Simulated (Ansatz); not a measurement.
System: SiRu$_{2}$.

Input

```
crystal:
  lattice:
    - [5.3039810578, 0.0, 0.0]
    - [0.0, 4.0303853615, 0.0]
    - [0.0, 0.0, 7.4417375823]
  atoms:
    - { symbol: Si, position: [0.2991096413, 0.25, 0.9017156337] }
    - { symbol: Si, position: [0.7008903587, 0.75, 0.0982843663] }
    - { symbol: Si, position: [0.7991096413, 0.25, 0.5982843663] }
    - { symbol: Si, position: [0.2008903587, 0.75, 0.4017156337] }
    - { symbol: Ru, position: [0.5139284164, 0.75, 0.7879401026] }
    - { symbol: Ru, position: [0.4860715836, 0.25, 0.2120598974] }
    - { symbol: Ru, position: [0.0139284164, 0.75, 0.7120598974] }
    - { symbol: Ru, position: [0.9860715836, 0.25, 0.2879401026] }
    - { symbol: Ru, position: [0.8333637088, 0.25, 0.9348537463] }
    - { symbol: Ru, position: [0.1666362912, 0.75, 0.0651462537] }
    - { symbol: Ru, position: [0.3333637088, 0.25, 0.5651462537] }
    - { symbol: Ru, position: [0.6666362912, 0.75, 0.4348537463] }
basis:
  ecutwfc: 500
kpoints:
  mp_grid: { grid: [8, 10, 6] }
hamiltonian:
  xc: r2scan
scf:
  occupations: { method: gaussian, width: 0.1 }
output:
  forces: true
  stress: true
  eigenvalues: true
  write_density: true
  write_potential: true
  elf: true
  volumetric_format: npy
relax:
  adjacent_minimum: "off"
  f_tol: 0.005
  max_steps: 50
  cell: { stress_tol: 0.05 }
```

Command:

```sh
ansatz run input.yaml --threads 4 --pin off --max-ram 10240MiB --backend cpu --events-out ev --progress --plain --runs-dir out
```

Below, planes, directions and counts refer to the conventional cell (a = 5.26 Å, b = 4.01 Å, c = 7.39 Å, α = 90.00°, β = 90.00°, γ = 90.00°).

The fields are those of the relaxed geometry.

Space group Pnma; a structure from a database of computed crystals, not necessarily the ambient phase; computed without spin polarisation.

Theory: Ansatz 0.2.0, DFT r2SCAN, scalar-relativistic, plane waves, PAW.

### What will maps of the valence pseudo-density and electron localisation function show?

Si–Ru (2.47 Å): ρ is about 0.5 e/Å³ halfway; the ELF peaks at about 0.70 in the valence shell of Si, 0.9 Å from its nucleus, and is about 0.45 at the midpoint.
Si–Ru (2.47 Å): ρ at the midpoint is about 0.5 e/Å³; the ELF peaks at about 0.70 in the valence shell of Si, 0.9 Å from its nucleus, and is about 0.45 at the midpoint.
Si–Ru (2.82 Å): the density is about 0.27 e/Å³ at the midpoint; the ELF peaks at about 0.55 in the valence shell of Si, 1.0 Å from its nucleus, and drops to about 0.20 between the two atoms (no shared electron pair shows on this line).

### Metal or insulator at this level of theory?

It is gapless in this calculation (a metal or semimetal).

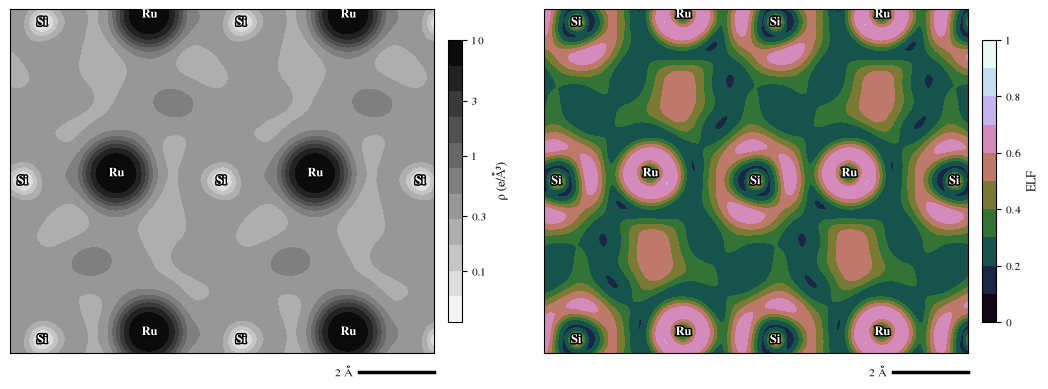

Computed valence pseudo-density and electron localisation function on the (011) plane of the conventional cell, in this order. 
